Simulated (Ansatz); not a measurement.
# Single-point calculation of MoTe₂

The run: single-point calculation of MoTe₂ (6 atoms in the cell). Method and program: DFT, PBE, dispersion d3bj, plane waves, PAW (Ansatz 0.2.0).

The structure derives from an entry of the Crystallography Open Database. The run did not end well. Figures and captions count atoms from 1; the log counts them from 0 in places.

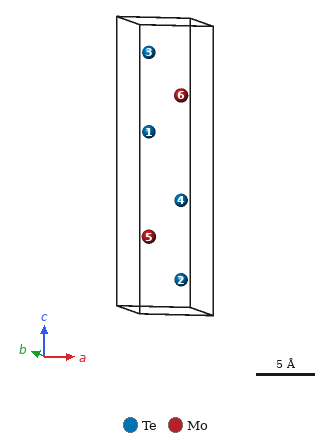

*The structure (ball-and-stick view of the cell of the calculation, seen slightly off an axis; atoms are numbered from 1 in the order of the input).*

What the run reported:

- outcome: stopped at the time limit
- space group (tolerance 0.01 Å): P6₃/mmc (194)
- hardware: 2 threads of Arm Neoverse V1, 24 GiB of memory available, shared host
- wall time: 45 s (CPU time 90 s)
- peak memory: 1.8 GiB

Diagnosis:

The input was spoiled on purpose: a lattice typed in bohr (`crystal.lattice`). Numbers in bohr are read as ångström, so the cell is 1.89 times too large and the atoms hardly bond. The run was cut off by its time limit, so the output is incomplete.

Input file:
```yaml
crystal:
  lattice:
    - [6.50305763, 0.0, 0.0]
    - [-3.25152882, 5.63181311, 0.0]
    - [0.0, 0.0, 25.12343891]
  atoms:
    - { symbol: Te, position: [0.3333333333, 0.6666666667, 0.6127842976] }
    - { symbol: Te, position: [0.6666666667, 0.3333333333, 0.1127842976] }
    - { symbol: Te, position: [0.3333333333, 0.6666666667, 0.8872157024] }
    - { symbol: Te, position: [0.6666666667, 0.3333333333, 0.3872157024] }
    - { symbol: Mo, position: [0.3333333333, 0.6666666667, 0.25] }
    - { symbol: Mo, position: [0.6666666667, 0.3333333333, 0.75] }
basis:
  ecutwfc: 420
kpoints:
  mp_grid: { grid: [12, 12, 2] }
hamiltonian:
  xc: pbe
  dispersion: d3bj
scf:
  occupations: { method: gaussian, width: 0.02 }
  max_iter: 50
output:
  forces: true
  eigenvalues: true
  stress: true
```

Command:
```bash
ansatz run input.yaml --threads 2 --pin off --max-ram 5120MiB --backend cpu --events-out ev --progress --plain --runs-dir out
```

What the program printed:
```
Engine: ansatz 0.2.0, aarch64-unknown-linux-gnu
Pseudopotentials: kind: paw
Pseudopotential: Te, paw, valence charge 16, recommended cutoff 420 eV (normal), Te.paw.azcp
Pseudopotential: Mo, paw, valence charge 14, recommended cutoff 420 eV (normal), Mo.paw.azcp
Functional definition: PBE
  parameter kappa = 0.804
  parameter beta = 0.06672455060314922
  exchange = pbe_x(kappa = kappa, mu = beta*pi^2/3)
  correlation = pbe_c(beta = beta)
Crystal: 6 atoms, lattice volume = 920.121 Å³
Basis set: ecut = 420 eV, 17975 PW (Γ), exchange–correlation on 90×90×360 points (8 copies of the dense FFT grid, shifted against one another)
Bands: 56, of which v1, the nominal top of the filled ones, is band 46 counted from 1 (45 counted from 0)
Symmetry: 24 space group operations
Space group: P63/mmc (ITA 194), of the structure as read, at distance tolerance 9.7e-5 Å
k-points: 38 of 288
Non-local potential: Te, projectors of the file, l = 0: 2, l = 1: 2, l = 2: 2, l = 3: 2
Non-local potential: Mo, projectors of the file, l = 0: 3, l = 1: 2, l = 2: 2, l = 3: 1
PAW form: soft (Blöchl's): semilocal exchange-correlation on the pseudo side does not see the compensation charge
PAW one-centre angular grid: Te, 590 points (default); XC on 64 Gauss nodes
PAW one-centre angular grid: Mo, 590 points (default); XC on 64 Gauss nodes
Initial density: superposition of atomic densities (neutral atoms: chi_scale 0, normalization atom), corrected by the library's trained network
Initial wavefunctions: pseudopotential atomic-orbital guess
Functional: x = pbe(κ = 0.804, μ = 0.2195149727645171), c = pbe(β = 0.06672455060314922)
SCF iter   1: F=—  HF=-37803.037905 eV  |F-HF|=—  |Δ(HF+E_count)|=         —  Δρ=5.16e-3  dr2=5.58e-1  ethr=1.77e-3  ⟨swp⟩=6.9  Hψ=6947  notcnv=0
preconditioner: auto → LDOS  [metal: Δε(μ)=0.009 eV  Ē_g=2.363 eV  σ=0.020 eV  W_gap=0.24  n_scr=80 (ndim 8)  ℏωp=7.3 eV  f_vac=0.506  D(μ)=65.03/eV (n_scr^D=748)  β→1.0]
SCF iter   2: F=—  HF=-37803.260334 eV  |F-HF|=—  |Δ(HF+E_count)|=   2.22e-1  Δρ=2.25e-2  dr2=3.87e0  ethr=6.06e-4  ⟨swp⟩=3.0  Hψ=3519  notcnv=0  defer=63  recentre
preconditioner: auto → Resta (q_TF=auto, 1.859 Å⁻¹)  ε∞=10.6  [insulator: Δε(μ)=0.079 eV  Ē_g=2.371 eV  σ=0.020 eV  W_gap=0.99  n_scr=80 (ndim 8)  ℏωp=7.3 eV  f_vac=0.499  D(μ)=0.20/eV (n_scr^D=0)  ε∞_Penn≈10.6  vacuum switching on, ρ_ref=4.1e-4 e/Å³  β→0.5]
SCF iter   3: F=—  HF=-37803.052336 eV  |F-HF|=—  |Δ(HF+E_count)|=   2.08e-1  Δρ=1.48e-2  dr2=1.53e0  ethr=6.06e-4  ⟨swp⟩=2.9  Hψ=3403  notcnv=0  defer=63
SCF iter   4: F=—  HF=-37803.028533 eV  |F-HF|=—  |Δ(HF+E_count)|=   2.38e-2  Δρ=1.37e-2  dr2=4.85e0  ethr=6.06e-4  ⟨swp⟩=1.9  Hψ=2192  notcnv=0  defer=63  recentre
SCF iter   5: F=—  HF=-37802.998483 eV  |F-HF|=—  |Δ(HF+E_count)|=   3.00e-2  Δρ=6.48e-3  dr2=7.59e-1  ethr=6.06e-4  ⟨swp⟩=1.0  Hψ=2065  notcnv=0  defer=63
SCF iter   6: F=—  HF=-37802.980145 eV  |F-HF|=—  |Δ(HF+E_count)|=   1.83e-2  Δρ=1.43e-3  dr2=3.40e-2  ethr=6.06e-4  ⟨swp⟩=1.0  Hψ=2065  notcnv=0  defer=63
SCF iter   7: F=—  HF=-37802.985303 eV  |F-HF|=—  |Δ(HF+E_count)|=   5.16e-3  Δρ=3.92e-3  dr2=3.28e-1  ethr=3.70e-5  ⟨swp⟩=2.3  Hψ=2963  notcnv=0  defer=63
SCF iter   8: F=—  HF=-37802.984459 eV  |F-HF|=—  |Δ(HF+E_count)|=   8.44e-4  Δρ=1.12e-3  dr2=9.12e-3  ethr=3.70e-5  ⟨swp⟩=2.0  Hψ=2848  notcnv=0  defer=63
SCF iter   9: F=—  HF=-37802.985815 eV  |F-HF|=—  |Δ(HF+E_count)|=   1.36e-3  Δρ=8.40e-4  dr2=1.39e-2  ethr=9.92e-6  ⟨swp⟩=1.0  Hψ=2087  notcnv=0  defer=63
SCF iter  10: F=—  HF=-37802.987705 eV  |F-HF|=—  |Δ(HF+E_count)|=   1.89e-3  Δρ=1.20e-3  dr2=6.66e-2  ethr=9.92e-6  ⟨swp⟩=1.5  Hψ=2275  notcnv=0  defer=63  recentre
SCF iter  11: F=—  HF=-37802.987597 eV  |F-HF|=—  |Δ(HF+E_count)|=   1.08e-4  Δρ=2.61e-4  dr2=9.94e-4  ethr=9.92e-6  ⟨swp⟩=1.0  Hψ=2065  notcnv=0  defer=63
SCF iter  12: F=—  HF=-37802.987742 eV  |F-HF|=—  |Δ(HF+E_count)|=   1.45e-4  Δρ=1.08e-4  dr2=8.94e-5  ethr=1.08e-6  ⟨swp⟩=1.5  Hψ=2101  notcnv=0  defer=63
```

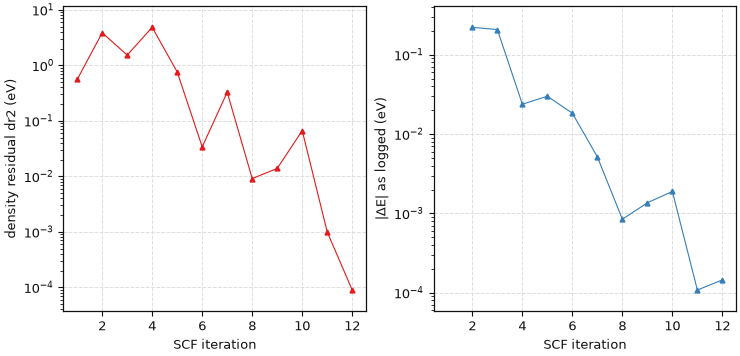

*Convergence of the self-consistent field: density residual dr2 and size of the energy change against the SCF iteration.*

The run ended after 12 iterations.
